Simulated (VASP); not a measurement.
Geometry relaxation of Ti$_{2}$Si (part 3 of 7)

Continued. System: Ti$_{2}$Si (3 atoms in the cell). Method: Kohn-Sham DFT of a periodic cell, PBE, VASP PAW PBE potentials, recommended, no spin polarisation (VASP 6.6.1); cutoff 520 eV, 8×8×3 k-mesh, Gaussian smearing of 0.15 eV. The structure was built on a prototype by a generator; it need not be a known phase. The run did not end well. The run did not end well; see the last part.

Geometry of the input (Å; fractional positions):
```
2.9597  0.0000  0.0000
-1.4799  2.5632  0.0000
0.0000  0.0000  6.3868
Ti 0.0000  0.0000  0.7380
Ti 0.0000  0.0000  0.2620
Si 0.0000  0.0000  0.0000
```

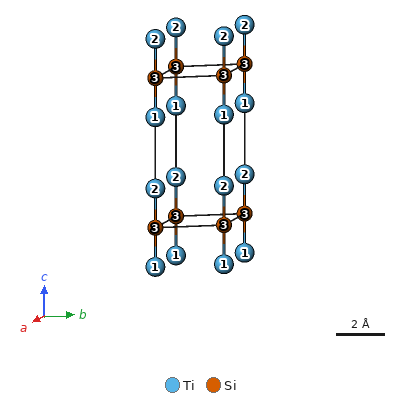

Figure 1. The structure as given in the input (ball-and-stick view of the cell of the calculation, seen slightly off an axis; atoms are numbered from 1 in the order of the input).

OSZICAR, continued
```
RMM:  23     0.388884879919E+04    0.11827E+02    0.14458E+02  1306   0.264E+02    0.936E+01
RMM:  24     0.389892461965E+04    0.10076E+02    0.12395E+02  1306   0.259E+02    0.102E+02
RMM:  25     0.390555199018E+04    0.66274E+01    0.71056E+01  1302   0.256E+02    0.980E+01
RMM:  26     0.390970430501E+04    0.41523E+01    0.55721E+01  1303   0.252E+02    0.920E+01
RMM:  27     0.391372047862E+04    0.40162E+01    0.44817E+01  1298   0.249E+02    0.924E+01
RMM:  28     0.391593520963E+04    0.22147E+01    0.21906E+01  1299   0.247E+02    0.953E+01
RMM:  29     0.391646011726E+04    0.52491E+00    0.65339E+00  1294   0.245E+02    0.904E+01
RMM:  30     0.391752726318E+04    0.10671E+01    0.94144E+00  1299   0.243E+02    0.913E+01
RMM:  31     0.391913026185E+04    0.16030E+01    0.15685E+01  1306   0.242E+02    0.910E+01
RMM:  32     0.392090388275E+04    0.17736E+01    0.17245E+01  1303   0.240E+02    0.921E+01
RMM:  33     0.392289724904E+04    0.19934E+01    0.18780E+01  1299   0.238E+02    0.917E+01
RMM:  34     0.392446712838E+04    0.15699E+01    0.13570E+01  1295   0.236E+02    0.907E+01
RMM:  35     0.392584468905E+04    0.13776E+01    0.54995E+00  1295   0.235E+02    0.814E+01
RMM:  36     0.392812902504E+04    0.22843E+01    0.12664E+01  1296   0.233E+02    0.767E+01
RMM:  37     0.393070175376E+04    0.25727E+01    0.12256E+01  1301   0.231E+02    0.673E+01
RMM:  38     0.393110545320E+04    0.40370E+00   -0.80523E+00  1305   0.230E+02    0.522E+01
RMM:  39     0.393102333612E+04   -0.82117E-01   -0.11143E+01  1304   0.228E+02    0.604E+01
RMM:  40     0.393157468135E+04    0.55135E+00   -0.75752E+00  1303   0.227E+02    0.542E+01
RMM:  41     0.393206397566E+04    0.48929E+00   -0.75209E+00  1305   0.226E+02    0.490E+01
RMM:  42     0.393283290853E+04    0.76893E+00   -0.40193E+00  1300   0.225E+02    0.448E+01
RMM:  43     0.393371897306E+04    0.88606E+00   -0.29751E+00  1299   0.224E+02    0.408E+01
RMM:  44     0.393565583577E+04    0.19369E+01    0.74306E+00  1298   0.223E+02    0.380E+01
RMM:  45     0.393892605125E+04    0.32702E+01    0.17028E+01  1298   0.222E+02    0.358E+01
RMM:  46     0.394465995245E+04    0.57339E+01    0.36639E+01  1291   0.221E+02    0.323E+01
RMM:  47     0.395179288644E+04    0.71329E+01    0.23921E+01  1290   0.223E+02    0.288E+01
RMM:  48     0.395309648304E+04    0.13036E+01    0.12056E+01  1301   0.220E+02    0.275E+01
RMM:  49     0.395376879970E+04    0.67232E+00    0.60514E+00  1307   0.221E+02    0.269E+01
RMM:  50     0.395422052427E+04    0.45172E+00    0.11623E+00  1304   0.218E+02    0.258E+01
RMM:  51     0.395380914909E+04   -0.41138E+00   -0.49237E+00  1300   0.218E+02    0.263E+01
RMM:  52     0.396184214326E+04    0.80330E+01    0.37017E+01  1268   0.228E+02    0.580E+01
RMM:  53     0.396286707868E+04    0.10249E+01    0.91645E+00  1299   0.222E+02    0.628E+01
RMM:  54     0.396323907764E+04    0.37200E+00    0.11323E+00  1307   0.221E+02    0.580E+01
RMM:  55     0.396238686669E+04   -0.85221E+00   -0.10514E+01  1301   0.218E+02    0.484E+01
RMM:  56     0.396108644264E+04   -0.13004E+01   -0.14559E+01  1300   0.218E+02    0.538E+01
RMM:  57     0.395935709273E+04   -0.17293E+01   -0.19012E+01  1301   0.216E+02    0.602E+01
RMM:  58     0.395749512235E+04   -0.18620E+01   -0.19414E+01  1305   0.215E+02    0.639E+01
RMM:  59     0.395569809833E+04   -0.17970E+01   -0.18605E+01  1308   0.213E+02    0.654E+01
RMM:  60     0.395373059384E+04   -0.19675E+01   -0.20406E+01  1306   0.212E+02
   8 F= 0.39537306E+04 E0= 0.39537318E+04  d E =0.382032E+04
       N       E                     dE             d eps       ncg     rms          rms(c)
DAV:   1    -0.399468968539E+04   -0.79504E+04   -0.78077E+04   970   0.536E+02    0.506E+02
RMM:   2    -0.275921768193E+04    0.12355E+04   -0.12335E+03  1230   0.460E+02    0.203E+02
RMM:   3    -0.160143372426E+04    0.11578E+04   -0.68360E+02  1186   0.435E+02    0.883E+01
RMM:   4    -0.489394261777E+03    0.11120E+04   -0.67703E+02  1119   0.397E+02    0.506E+01
RMM:   5    -0.154705720476E+03    0.33469E+03   -0.32117E+02  1119   0.234E+02    0.783E+01
RMM:   6     0.350759912343E+03    0.50547E+03   -0.98096E+02  1115   0.393E+02    0.600E+01
RMM:   7     0.380791858579E+03    0.30032E+02   -0.17520E+02  1128   0.176E+02    0.355E+01
RMM:   8     0.408496257902E+03    0.27704E+02   -0.58936E+01  1250   0.150E+02    0.233E+01
RMM:   9     0.415534529730E+03    0.70383E+01   -0.21521E+01  1280   0.141E+02    0.337E+01
RMM:  10     0.409613091505E+03   -0.59214E+01   -0.71576E+01  1280   0.112E+02    0.805E+00
RMM:  11     0.409899915799E+03    0.28682E+00   -0.16479E+00  1280   0.936E+01    0.598E+00
RMM:  12     0.406284673953E+03   -0.36152E+01   -0.34335E+01  1280   0.902E+01    0.108E+01
RMM:  13     0.403757944182E+03   -0.25267E+01   -0.40932E+01  1280   0.870E+01    0.669E+00
RMM:  14     0.403404236341E+03   -0.35371E+00   -0.78500E+00  1280   0.796E+01    0.931E+00
RMM:  15     0.401301398190E+03   -0.21028E+01   -0.24684E+01  1280   0.779E+01    0.962E+00
RMM:  16     0.400293621397E+03   -0.10078E+01   -0.23691E+01  1280   0.749E+01    0.752E+00
RMM:  17     0.399778632971E+03   -0.51499E+00   -0.12084E+01  1280   0.720E+01    0.844E+00
RMM:  18     0.399184163009E+03   -0.59447E+00   -0.12294E+01  1280   0.713E+01    0.804E+00
RMM:  19     0.398860932383E+03   -0.32323E+00   -0.53679E+00  1280   0.695E+01    0.882E+00
RMM:  20     0.398431129469E+03   -0.42980E+00   -0.81011E+00  1280   0.691E+01    0.902E+00
RMM:  21     0.398269092410E+03   -0.16204E+00   -0.37573E+00  1280   0.678E+01    0.102E+01
RMM:  22     0.398115289803E+03   -0.15380E+00   -0.49236E+00  1280   0.676E+01    0.103E+01
RMM:  23     0.398160343673E+03    0.45054E-01   -0.39818E+00  1280   0.666E+01    0.106E+01
RMM:  24     0.397653975764E+03   -0.50637E+00    0.74106E+00  1280   0.674E+01    0.124E+01
RMM:  25     0.394879928649E+03   -0.27740E+01    0.58032E+00  1280   0.706E+01    0.172E+01
RMM:  26     0.394911953900E+03    0.32025E-01   -0.39765E+00  1280   0.698E+01    0.166E+01
RMM:  27     0.395008586105E+03    0.96632E-01   -0.70239E-01  1280   0.685E+01    0.184E+01
RMM:  28     0.394185267199E+03   -0.82332E+00   -0.24700E+00  1280   0.689E+01    0.198E+01
RMM:  29     0.394101709635E+03   -0.83558E-01   -0.41160E+00  1280   0.683E+01    0.203E+01
RMM:  30     0.394193906865E+03    0.92197E-01    0.20450E+00  1280   0.682E+01    0.214E+01
RMM:  31     0.394336127417E+03    0.14222E+00   -0.21840E+00  1280   0.676E+01    0.217E+01
RMM:  32     0.394652316021E+03    0.31619E+00    0.51750E-01  1280   0.672E+01    0.225E+01
RMM:  33     0.395600419051E+03    0.94810E+00   -0.14968E+00  1280   0.664E+01    0.224E+01
RMM:  34     0.395782998211E+03    0.18258E+00    0.24717E+00  1280   0.661E+01    0.234E+01
RMM:  35     0.396010557933E+03    0.22756E+00   -0.33315E-01  1280   0.658E+01    0.236E+01
RMM:  36     0.396231888944E+03    0.22133E+00   -0.27197E-01  1280   0.654E+01    0.245E+01
RMM:  37     0.396311026448E+03    0.79138E-01    0.16727E-01  1280   0.652E+01    0.249E+01
RMM:  38     0.396590846625E+03    0.27982E+00   -0.28551E-01  1280   0.649E+01    0.255E+01
RMM:  39     0.397195760524E+03    0.60491E+00   -0.14028E-01  1280   0.646E+01    0.255E+01
RMM:  40     0.396637170264E+03   -0.55859E+00    0.32558E+00  1280   0.647E+01    0.267E+01
RMM:  41     0.396617373529E+03   -0.19797E-01   -0.85059E-01  1280   0.648E+01    0.270E+01
RMM:  42     0.396942581050E+03    0.32521E+00    0.14684E+00  1280   0.644E+01    0.277E+01
RMM:  43     0.397683469598E+03    0.74089E+00    0.59658E-01  1280   0.643E+01    0.276E+01
RMM:  44     0.398719846684E+03    0.10364E+01    0.79697E-01  1280   0.636E+01    0.281E+01
RMM:  45     0.400284107068E+03    0.15643E+01   -0.20690E-01  1280   0.632E+01    0.279E+01
RMM:  46     0.402970575033E+03    0.26865E+01   -0.66331E+00  1280   0.624E+01    0.278E+01
RMM:  47     0.403512491702E+03    0.54192E+00    0.76532E+00  1280   0.618E+01    0.294E+01
RMM:  48     0.406131001841E+03    0.26185E+01   -0.74477E+00  1280   0.626E+01    0.284E+01
RMM:  49     0.407438252423E+03    0.13073E+01    0.56076E+00  1280   0.608E+01    0.295E+01
RMM:  50     0.407363181071E+03   -0.75071E-01    0.17023E+00  1280   0.612E+01    0.298E+01
RMM:  51     0.409198957873E+03    0.18358E+01    0.13491E+00  1280   0.607E+01    0.301E+01
RMM:  52     0.410262610654E+03    0.10637E+01    0.77346E+00  1280   0.610E+01    0.313E+01
RMM:  53     0.411083171635E+03    0.82056E+00    0.76784E+00  1280   0.610E+01    0.320E+01
RMM:  54     0.413079333051E+03    0.19962E+01    0.57414E+00  1280   0.615E+01    0.318E+01
RMM:  55     0.416047227713E+03    0.29679E+01    0.13394E+01  1280   0.616E+01    0.323E+01
RMM:  56     0.417553536246E+03    0.15063E+01    0.88103E+00  1280   0.628E+01    0.329E+01
RMM:  57     0.424726465933E+03    0.71729E+01   -0.17853E+01  1280   0.685E+01    0.324E+01
RMM:  58     0.427614368594E+03    0.28879E+01    0.19421E+01  1282   0.614E+01    0.338E+01
RMM:  59     0.429113921717E+03    0.14996E+01    0.10509E+01  1282   0.617E+01    0.341E+01
RMM:  60     0.431321068817E+03    0.22071E+01    0.14833E+01  1282   0.596E+01
   9 F= 0.43132107E+03 E0= 0.43132348E+03  d E =0.297915E+03
       N       E                     dE             d eps       ncg     rms          rms(c)
DAV:   1    -0.105417305586E+04   -0.14833E+04   -0.14621E+04  1094   0.149E+02    0.161E+02
RMM:   2    -0.296336764919E+03    0.75784E+03   -0.73386E+02  1232   0.405E+02    0.962E+01
RMM:   3     0.826857099743E+03    0.11232E+04   -0.82728E+01  1213   0.627E+02    0.118E+02
RMM:   4     0.800363089610E+03   -0.26494E+02   -0.43729E+02  1253   0.349E+02    0.104E+02
RMM:   5     0.768234909020E+03   -0.32128E+02   -0.33602E+02  1240   0.231E+02    0.391E+01
RMM:   6     0.106586178104E+04    0.29763E+03    0.31483E+02  1243   0.228E+02    0.925E+01
RMM:   7     0.109416399285E+04    0.28302E+02    0.20704E+02  1266   0.188E+02    0.983E+01
RMM:   8     0.110879966317E+04    0.14636E+02    0.13631E+02  1265   0.172E+02    0.108E+02
RMM:   9     0.111884571957E+04    0.10046E+02    0.92112E+01  1257   0.168E+02    0.108E+02
RMM:  10     0.102369756550E+04   -0.95148E+02   -0.22195E+02  1253   0.136E+02    0.156E+02
RMM:  11     0.102958779227E+04    0.58902E+01   -0.52721E+01  1255   0.123E+02    0.144E+02
RMM:  12     0.100080789756E+04   -0.28780E+02   -0.10223E+02  1253   0.113E+02    0.153E+02
RMM:  13     0.107292503269E+04    0.72117E+02    0.85077E+01  1255   0.122E+02    0.127E+02
RMM:  14     0.120921586327E+04    0.13629E+03    0.26674E+02  1239   0.171E+02    0.589E+01
RMM:  15     0.124437539224E+04    0.35160E+02    0.22891E+02  1254   0.172E+02    0.433E+01
RMM:  16     0.127646713774E+04    0.32092E+02    0.20638E+02  1253   0.178E+02    0.351E+01
RMM:  17     0.127788822623E+04    0.14211E+01    0.83039E+01  1255   0.166E+02    0.628E+01
RMM:  18     0.128910560284E+04    0.11217E+02    0.83565E+01  1245   0.168E+02    0.749E+01
RMM:  19     0.132972001222E+04    0.40614E+02    0.20021E+02  1241   0.204E+02    0.473E+01
RMM:  20     0.134625971301E+04    0.16540E+02    0.27864E+02  1257   0.232E+02    0.312E+01
RMM:  21     0.136376463816E+04    0.17505E+02    0.20888E+02  1264   0.222E+02    0.171E+01
RMM:  22     0.138105755936E+04    0.17293E+02    0.17895E+02  1269   0.221E+02    0.168E+01
RMM:  23     0.139893749556E+04    0.17880E+02    0.10647E+02  1264   0.217E+02    0.160E+01
RMM:  24     0.140869464674E+04    0.97572E+01    0.91026E+01  1266   0.217E+02    0.284E+01
RMM:  25     0.142011770346E+04    0.11423E+02    0.61770E+01  1263   0.216E+02    0.335E+01
RMM:  26     0.142341540423E+04    0.32977E+01    0.13854E+01  1266   0.207E+02    0.351E+01
RMM:  27     0.142435573650E+04    0.94033E+00   -0.41979E+00  1266   0.203E+02    0.350E+01
RMM:  28     0.142520457337E+04    0.84884E+00   -0.12248E+01  1252   0.200E+02    0.359E+01
RMM:  29     0.142269879119E+04   -0.25058E+01   -0.63405E+01  1253   0.193E+02    0.407E+01
RMM:  30     0.141618304832E+04   -0.65157E+01   -0.72143E+01  1261   0.186E+02    0.342E+01
RMM:  31     0.141116237434E+04   -0.50207E+01   -0.49473E+01  1249   0.182E+02    0.139E+01
RMM:  32     0.140785942669E+04   -0.33029E+01   -0.37228E+01  1253   0.179E+02    0.129E+01
RMM:  33     0.140500595956E+04   -0.28535E+01   -0.32876E+01  1255   0.177E+02    0.123E+01
RMM:  34     0.140080719514E+04   -0.41988E+01   -0.42034E+01  1261   0.173E+02    0.124E+01
RMM:  35     0.139736754726E+04   -0.34396E+01   -0.36049E+01  1247   0.171E+02    0.124E+01
RMM:  36     0.139505110967E+04   -0.23164E+01   -0.26964E+01  1257   0.169E+02    0.129E+01
RMM:  37     0.139354236669E+04   -0.15087E+01   -0.20925E+01  1264   0.168E+02    0.143E+01
RMM:  38     0.139323203948E+04   -0.31033E+00   -0.10344E+01  1263   0.167E+02    0.160E+01
RMM:  39     0.139510168182E+04    0.18696E+01    0.49932E+00  1264   0.167E+02    0.186E+01
RMM:  40     0.139383504344E+04   -0.12666E+01   -0.21238E+01  1264   0.163E+02    0.204E+01
RMM:  41     0.139160692142E+04   -0.22281E+01   -0.25754E+01  1264   0.161E+02    0.216E+01
RMM:  42     0.138971193558E+04   -0.18950E+01   -0.22521E+01  1264   0.159E+02    0.238E+01
RMM:  43     0.138744921933E+04   -0.22627E+01   -0.25412E+01  1264   0.158E+02    0.257E+01
RMM:  44     0.138524161806E+04   -0.22076E+01   -0.25010E+01  1264   0.156E+02    0.277E+01
RMM:  45     0.138299571336E+04   -0.22459E+01   -0.25438E+01  1264   0.155E+02    0.296E+01
RMM:  46     0.138089089908E+04   -0.21048E+01   -0.23978E+01  1264   0.153E+02    0.319E+01
RMM:  47     0.137824442927E+04   -0.26465E+01   -0.28469E+01  1264   0.151E+02    0.307E+01
RMM:  48     0.137600877077E+04   -0.22357E+01   -0.25519E+01  1263   0.150E+02    0.332E+01
RMM:  49     0.137376658005E+04   -0.22422E+01   -0.25205E+01  1263   0.149E+02    0.351E+01
RMM:  50     0.137160093610E+04   -0.21656E+01   -0.24315E+01  1264   0.148E+02    0.369E+01
RMM:  51     0.136926382451E+04   -0.23371E+01   -0.25982E+01  1264   0.147E+02    0.388E+01
RMM:  52     0.136724340441E+04   -0.20204E+01   -0.21637E+01  1253   0.147E+02    0.428E+01
RMM:  53     0.136507128496E+04   -0.21721E+01   -0.24215E+01  1263   0.145E+02    0.441E+01
RMM:  54     0.136295359575E+04   -0.21177E+01   -0.23626E+01  1262   0.145E+02    0.456E+01
RMM:  55     0.136076641453E+04   -0.21872E+01   -0.24256E+01  1261   0.144E+02    0.469E+01
RMM:  56     0.135853687009E+04   -0.22295E+01   -0.24649E+01  1262   0.143E+02    0.484E+01
RMM:  57     0.135613635615E+04   -0.24005E+01   -0.26328E+01  1248   0.141E+02    0.498E+01
RMM:  58     0.135387114501E+04   -0.22652E+01   -0.25111E+01  1247   0.140E+02    0.493E+01
RMM:  59     0.135151220541E+04   -0.23589E+01   -0.25786E+01  1257   0.139E+02    0.477E+01
RMM:  60     0.134933946102E+04   -0.21727E+01   -0.23804E+01  1253   0.138E+02
  10 F= 0.13493395E+04 E0= 0.13493395E+04  d E =0.121593E+04
       N       E                     dE             d eps       ncg     rms          rms(c)
DAV:   1    -0.175876779015E+04   -0.31103E+04   -0.30736E+04  1264   0.217E+02    0.170E+02
RMM:   2    -0.118312699600E+04    0.57564E+03   -0.78529E+02  1073   0.302E+02    0.806E+01
RMM:   3    -0.801044616611E+03    0.38208E+03   -0.60160E+02  1039   0.252E+02    0.749E+01
RMM:   4    -0.157346858024E+03    0.64370E+03   -0.25393E+02  1028   0.136E+02    0.189E+01
RMM:   5     0.192095619228E+03    0.34944E+03   -0.11343E+02  1049   0.123E+02    0.543E+01
RMM:   6     0.283605150736E+03    0.91510E+02   -0.43672E+01  1206   0.187E+02    0.348E+01
RMM:   7     0.340637168940E+03    0.57032E+02   -0.16668E+02  1245   0.219E+02    0.777E+01
RMM:   8     0.340116026368E+03   -0.52114E+00   -0.17949E+01  1280   0.885E+01    0.501E+01
RMM:   9     0.338423074279E+03   -0.16930E+01   -0.22640E+01  1280   0.816E+01    0.219E+01
RMM:  10     0.338533820434E+03    0.11075E+00   -0.94674E+00  1280   0.771E+01    0.854E+00
RMM:  11     0.336960290549E+03   -0.15735E+01   -0.20136E+01  1280   0.728E+01    0.144E+01
RMM:  12     0.335878086790E+03   -0.10822E+01   -0.14003E+01  1280   0.676E+01    0.153E+01
RMM:  13     0.334548063363E+03   -0.13300E+01   -0.16887E+00  1280   0.830E+01    0.438E+00
RMM:  14     0.334826804528E+03    0.27874E+00   -0.30685E+01  1280   0.758E+01    0.680E+00
RMM:  15     0.334263593314E+03   -0.56321E+00   -0.13069E+01  1280   0.628E+01    0.132E+01
RMM:  16     0.334139483843E+03   -0.12411E+00   -0.42098E+00  1280   0.621E+01    0.124E+01
RMM:  17     0.334484645037E+03    0.34516E+00    0.14059E-01  1280   0.614E+01    0.136E+01
RMM:  18     0.334064892327E+03   -0.41975E+00   -0.11246E+01  1280   0.610E+01    0.115E+01
RMM:  19     0.334431060090E+03    0.36617E+00   -0.28204E+00  1280   0.595E+01    0.754E+00
RMM:  20     0.334838507550E+03    0.40745E+00   -0.31091E+00  1280   0.600E+01    0.474E+00
RMM:  21     0.337744496722E+03    0.29060E+01    0.22994E+01  1280   0.606E+01    0.583E+00
RMM:  22     0.341176113593E+03    0.34316E+01    0.23879E+01  1280   0.643E+01    0.723E+00
RMM:  23     0.347544041533E+03    0.63679E+01    0.54844E+01  1280   0.661E+01    0.861E+00
RMM:  24     0.354561824064E+03    0.70178E+01    0.55775E+01  1280   0.771E+01    0.109E+01
RMM:  25     0.360449640455E+03    0.58878E+01    0.53434E+01  1282   0.685E+01    0.848E+00
RMM:  26     0.365248071342E+03    0.47984E+01    0.39831E+01  1280   0.684E+01    0.963E+00
RMM:  27     0.370586459255E+03    0.53384E+01    0.43018E+01  1282   0.668E+01    0.944E+00
RMM:  28     0.375842675920E+03    0.52562E+01    0.41508E+01  1278   0.686E+01    0.110E+01
RMM:  29     0.382162755473E+03    0.63201E+01    0.51763E+01  1280   0.674E+01    0.140E+01
RMM:  30     0.388203864884E+03    0.60411E+01    0.42326E+01  1282   0.722E+01    0.167E+01
RMM:  31     0.388822017408E+03    0.61815E+00   -0.10262E+01  1282   0.605E+01    0.152E+01
RMM:  32     0.389227086375E+03    0.40507E+00    0.23680E+00  1280   0.589E+01    0.152E+01
RMM:  33     0.388979741810E+03   -0.24734E+00   -0.50054E+00  1280   0.582E+01    0.150E+01
RMM:  34     0.389080876669E+03    0.10113E+00   -0.31484E+00  1280   0.579E+01    0.149E+01
RMM:  35     0.389115809681E+03    0.34933E-01   -0.32586E+00  1280   0.573E+01    0.148E+01
RMM:  36     0.389320833519E+03    0.20502E+00   -0.14749E+00  1280   0.574E+01    0.148E+01
RMM:  37     0.390108234468E+03    0.78740E+00    0.29480E+00  1280   0.572E+01    0.151E+01
RMM:  38     0.390493803582E+03    0.38557E+00   -0.37497E+00  1280   0.574E+01    0.150E+01
RMM:  39     0.390687594462E+03    0.19379E+00    0.31500E-01  1278   0.555E+01    0.152E+01
RMM:  40     0.390879025300E+03    0.19143E+00   -0.54429E+00  1277   0.553E+01    0.150E+01
RMM:  41     0.391206898422E+03    0.32787E+00   -0.10444E+00  1278   0.542E+01    0.149E+01
RMM:  42     0.391361881586E+03    0.15498E+00   -0.22553E+00  1278   0.542E+01    0.150E+01
RMM:  43     0.391662436579E+03    0.30055E+00    0.97336E-01  1278   0.534E+01    0.151E+01
RMM:  44     0.391918371646E+03    0.25594E+00   -0.10361E+00  1278   0.534E+01    0.154E+01
RMM:  45     0.392004574806E+03    0.86203E-01    0.42471E+00  1280   0.528E+01    0.159E+01
RMM:  46     0.392373239050E+03    0.36866E+00    0.30298E+00  1278   0.531E+01    0.164E+01
RMM:  47     0.392657826035E+03    0.28459E+00   -0.39260E+00  1280   0.520E+01    0.168E+01
RMM:  48     0.392935813453E+03    0.27799E+00    0.97972E-01  1278   0.516E+01    0.173E+01
RMM:  49     0.391547786798E+03   -0.13880E+01   -0.58331E+00  1278   0.511E+01    0.179E+01
RMM:  50     0.391748504349E+03    0.20072E+00   -0.93076E-01  1276   0.516E+01    0.184E+01
```
